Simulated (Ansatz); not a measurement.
**Run report: Sr₂Ti₂O₅, single-point calculation (part 2 of 2)**

Continued. System: Sr₂Ti₂O₅ (9 atoms in the cell). Method: DFT PBEsol, scalar-relativistic, plane waves, PAW, spin-polarised (Ansatz 0.2.0); cutoff 420 eV, 4×4×4 k-mesh, Gaussian smearing of 0.1 eV, collinear spins. The structure derives from a Materials Project entry.

Geometry of the input (Å; fractional positions):
```
3.9077  -3.9753  0.0000
3.9077  3.9753  0.0000
0.0000  0.0000  3.9400
Sr 0.7535  0.2465  0.0000
Sr 0.2465  0.7535  0.0000
Ti 0.7504  0.7504  0.5000
Ti 0.2496  0.2496  0.5000
O  0.0000  0.5000  0.5000
O  0.5000  -0.0000  0.5000
O  0.7252  0.7252  0.0000
O  0.2748  0.2748  0.0000
O  0.0000  0.0000  0.5000
```

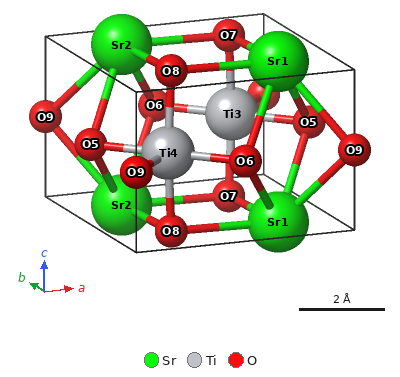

Figure 1. The structure (ball-and-stick view of the cell of the calculation, seen slightly off an axis; atoms are numbered from 1 in the order of the input). An atom can appear more than once, as a periodic image.

```
SCF converged after 22 iterations
Magnetization: 0.4719 μB (37.2360 up, 36.7640 down)
Absolute magnetization: 0.5263 μB (∫|ρ↑−ρ↓|, with the PAW one-centre terms)
Spin contamination: 0.0025 ħ² per cell (⟨S²⟩ above its minimum at these occupations)
Per-site moments (μB) at R_I (Å): [(0.005322433841960433, 1.1037759778131386), (0.00532243384196049, 1.1037759778131386), (0.12082612376367123, 0.8046829854772498), (0.1208261237636712, 0.80468298547725), (-0.003823118067653235, 0.8199142652812473), (-0.003823118067653316, 0.8199142652812473), (-0.0061747582349318715, 0.8166841837421371), (-0.006174758234931837, 0.8166841837421371), (0.0018955597286825067, 0.8046829854772498)]
Free energy (F): -14750.367162 eV
Harris-Foulkes:  -14750.367162 eV  (|F-HF|=1.56e-9)
Internal energy: -14750.346162 eV  (E = F + TS)
E sigma→0 (E₀):  -14750.356662 eV
Entropy (-TS):   -0.021000 eV (-2.333 meV/atom)
Fermi energy:    11.422197 eV
--- Per-component energies (eV) ---
  E_band       = -488.623493
  E_kinetic    = 1907.166505
  E_local      = -4787.578562  (includes V_loc(G=0)·N_el)
  E_nonlocal   = 658.989756
  E_hartree    = 1683.369535
  E_xc         = -904.479267
  E_vxc        = -1038.272387  (∫ρ·V_xc dr)
  E_paw        = -8091.038186  (= ΣΔE_a)
  E_vpaw       = -595.679345  (= ΣTr[D̂ρ^β])
  E_aug_tail   = 0.012490  (compensation charges beyond the density's cutoff)
  E_ewald      = -5217.512336
  E_core_change = 0.723903  (= ΣΔE_core)
  E_smearing   = -0.021000  (= −TS)
  E_closure    = -0.000000  (closes the sum)
  Σ components = -14750.367162   (vs F -14750.367162, Δ=0.00e0)
--- Forces (eV/Å), atoms counted from 1 ---
  atom   1  Sr     0.00000000    -0.06838228     0.00000000
  atom   2  Sr     0.00000000     0.06838228     0.00000000
  atom   3  Ti     0.34601329     0.00000000     0.00000000
  atom   4  Ti    -0.34601329     0.00000000     0.00000000
  atom   5  O      0.00000000     0.00000000     0.00000000
  atom   6  O      0.00000000     0.00000000     0.00000000
  atom   7  O     -0.04237583     0.00000000     0.00000000
  atom   8  O      0.04237583     0.00000000     0.00000000
  atom   9  O      0.00000000     0.00000000     0.00000000
  max |Σ_I F_I| component: 4.16e-17 eV/Å
--- Stress (GPa, compression-positive) ---
       -5.971451       0.000000       0.000000
        0.000000      -7.047419       0.000000
        0.000000       0.000000      -7.297444
  P = ⅓ Tr σ = -6.7721 GPa (-67.721 kbar)
--- Band table (eV; the first three rows and the last of 42) ---
  k-point 0 ↑: bands = ["-46.7056", "-46.7034", "-23.8164", "-23.7778", "-23.1946", "-23.1335", "-23.0952", "-23.0927", "-23.0902", "-23.0465", "-8.2001", "-7.7448", "-7.7386", "-7.5797", "-7.3741", "-5.8475", "-5.8319", "-5.7964", "-5.7427", "-5.7284", "-5.4105", "4.7283", "4.7336", "5.3980", "6.1704", "6.2486", "6.3336", "6.5155", "6.7788", "7.0219", "7.1588", "7.2809", "7.6513", "8.0336", "8.1276", "8.5165", "10.7909", "11.0685", "11.1792", "11.3372", "12.3703", "12.8860", "13.1438", "13.5763", "13.9272", "14.1221", "14.2848"]
  k-point 1 ↑: bands = ["-46.7049", "-46.7028", "-23.8144", "-23.7696", "-23.1928", "-23.1320", "-23.1245", "-23.1210", "-23.0909", "-23.0450", "-8.2527", "-7.5895", "-7.4450", "-7.3806", "-7.3494", "-5.9132", "-5.9068", "-5.8298", "-5.7692", "-5.7011", "-5.5294", "4.7335", "5.0950", "5.3886", "5.5801", "5.6283", "5.7984", "5.8060", "6.3984", "7.0038", "7.1987", "7.3079", "7.3365", "7.4334", "8.1376", "8.4240", "10.7683", "11.2549", "11.9413", "11.9944", "12.5394", "13.1613", "13.1642", "13.9483", "14.5392", "14.8857", "14.9180"]
  k-point 2 ↑: bands = ["-46.7043", "-46.7022", "-23.8132", "-23.7613", "-23.1910", "-23.1584", "-23.1451", "-23.1306", "-23.0896", "-23.0435", "-8.3833", "-7.3996", "-7.2190", "-7.1305", "-7.0818", "-6.0892", "-6.0734", "-5.9838", "-5.8138", "-5.7388", "-5.3708", "4.5619", "4.7992", "5.0459", "5.3306", "5.3766", "5.4242", "5.4715", "6.6247", "6.7028", "6.7216", "6.8327", "7.0362", "7.4741", "8.3824", "8.7723", "10.4099", "11.3380", "12.7455", "12.8449", "13.1207", "13.1945", "13.5341", "13.9760", "14.8010", "15.0115", "15.6588"]
  k-point 20 ↓: bands = ["-46.5409", "-46.5409", "-23.7752", "-23.7722", "-23.0875", "-23.0207", "-22.9761", "-22.9759", "-22.9029", "-22.8500", "-7.8220", "-7.6984", "-7.6122", "-7.5801", "-7.5751", "-5.7852", "-5.7512", "-5.7194", "-5.4451", "-5.3988", "-5.3930", "4.4400", "4.4773", "4.8310", "4.8403", "5.0639", "5.5560", "6.1341", "6.1832", "6.2580", "6.4373", "7.0948", "7.1573", "7.3638", "7.8089", "8.6874", "11.1657", "11.9691", "13.0174", "13.0447", "13.0453", "13.3735", "13.5079", "14.1033", "15.0590", "16.1364", "16.3169"]
--- Löwdin populations: 9 sites ---
  site symbol       q [e]    m [muB]
     0     Sr      8.3303     0.0069
     1     Sr      8.3303     0.0069
     2     Ti     11.0457     0.2186
     3     Ti     11.0457     0.2186
     4      O      6.8847    -0.0059
     5      O      6.8847    -0.0059
     6      O      6.8771    -0.0081
     7      O      6.8771    -0.0081
     8      O      6.8736     0.0072
  spilling = 0.011498 (of n_electrons = 74.000000)
```

**File populations.tsv**
```
# site	symbol	l	j	q_up	q_dn
# orbitals = lowdin
# n_electrons = 74.000000
# spilling = 0.011498
0	Sr	0_4S	-	0.980681	0.980445
0	Sr	0_5S	-	0.200110	0.193933
0	Sr	1_4P	-	2.987821	2.987358
1	Sr	0_4S	-	0.980681	0.980445
1	Sr	0_5S	-	0.200110	0.193933
1	Sr	1_4P	-	2.987821	2.987358
2	Ti	0_3S	-	0.963316	0.963092
2	Ti	0_4S	-	0.290521	0.274795
2	Ti	1_3P	-	2.993940	2.993630
2	Ti	2_3D	-	1.384369	1.182035
3	Ti	0_3S	-	0.963316	0.963092
3	Ti	0_4S	-	0.290521	0.274795
3	Ti	1_3P	-	2.993940	2.993630
3	Ti	2_3D	-	1.384369	1.182035
4	O	0_2S	-	0.897886	0.897677
4	O	1_2P	-	2.541502	2.547590
5	O	0_2S	-	0.897886	0.897677
5	O	1_2P	-	2.541502	2.547590
6	O	0_2S	-	0.895363	0.895486
6	O	1_2P	-	2.539109	2.547135
7	O	0_2S	-	0.895363	0.895486
7	O	1_2P	-	2.539109	2.547135
8	O	0_2S	-	0.909413	0.907702
8	O	1_2P	-	2.530988	2.525478
```

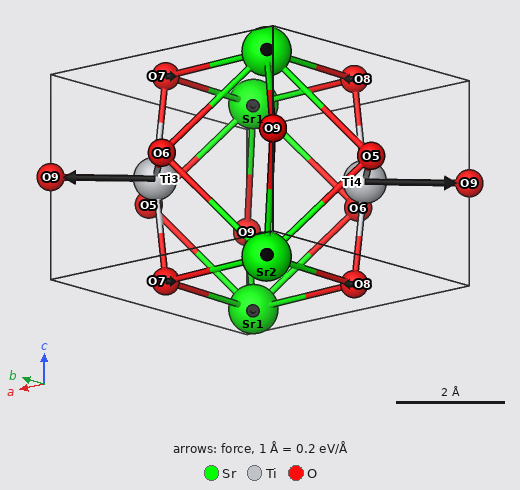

Figure 2. Forces on the atoms as black arrows (ball-and-stick view of the cell of the calculation, seen at an oblique angle; atoms are numbered from 1 in the order of the input). The largest act on Ti3, Ti4 (0.35 eV/Å). The geometry is not a stationary point of this energy.

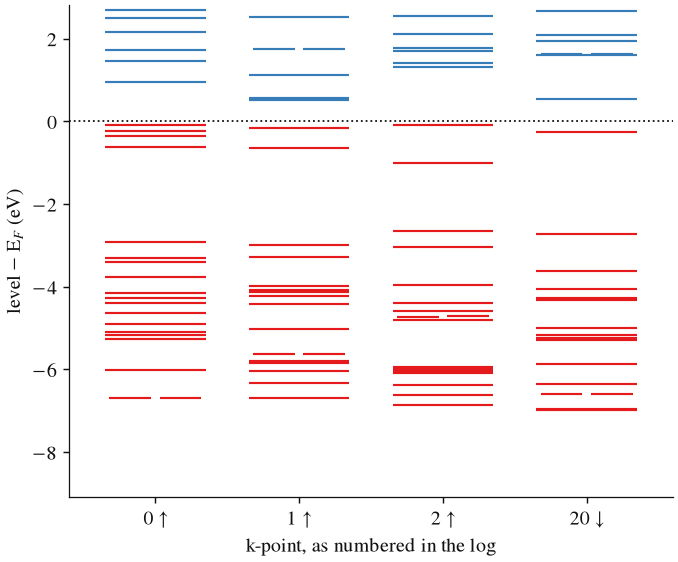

Figure 3. Kohn–Sham levels near the Fermi level (dotted) at the few k-points that the log prints; levels within 0.02 eV of each other stand side by side. The system is metallic on the full mesh.

**Key numbers**

| quantity | value |
| --- | --- |
| outcome | converged |
| space group (tolerance 0.01 Å) | Cmmm (65) |
| electrons treated | 74 |
| free energy | −14750.3672 eV |
| Fermi energy | 11.422 eV |
| gap on the k-point mesh | none (metallic) |
| net moment of the cell | 0.47 μB |
| integrated absolute moment | 0.53 μB |
| pressure | −6.77 GPa |
| largest force (length of the vector) | 0.346 eV/Å |
| hardware | 2 threads of Intel Xeon @ 2.50GHz (Skylake/Cascade Lake), 189 GiB of memory available, shared host |
| wall time | 39 s (CPU time 72 s) |
| peak memory | 0.54 GiB |

**Notes**

The cell is under a tension of 6.8 GPa at this level, so it is not at its equilibrium volume.
